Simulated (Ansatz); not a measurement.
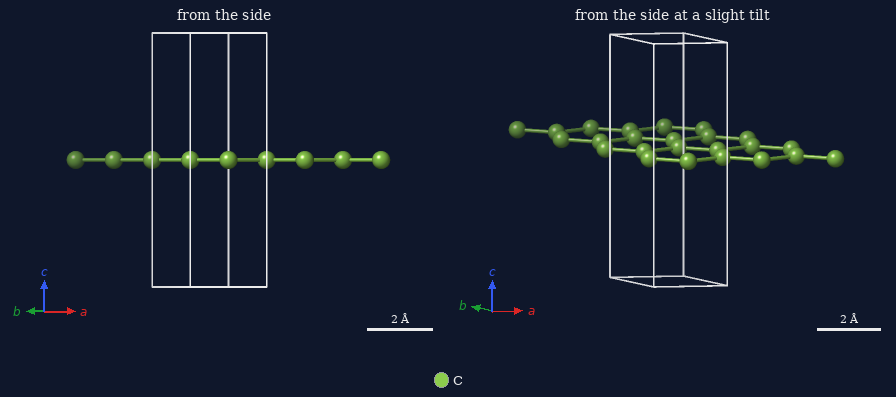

A ball-and-stick picture of a periodic sheet, seen from the side and from the side at a slight tilt. The surface normal points up in side views; the box is the simulation cell. 3×4 cells are drawn in the plane, with atoms at the edges repeated.

The cell holds 2 C.

> Give the thickness from the bottom atom to the top atom.

About 0.0 Å from the lowest to the highest atom, with about 8 Å of vacuum to the next image.

> What does the bonding look like?

C is surrounded by three C in a trigonal planar arrangement at about 1.4 Å. The bonds build C layers parallel to the surface.

Its origin is a structure listed in the Materials Project. The cell was then strained or its atoms displaced on purpose. Ansatz was used for an electronic-structure calculation on it.

At this level of theory the run's own cell isn't at rest (compressed, at 18 GPa), so its distances can differ from those at equilibrium, the more so the softer the solid.
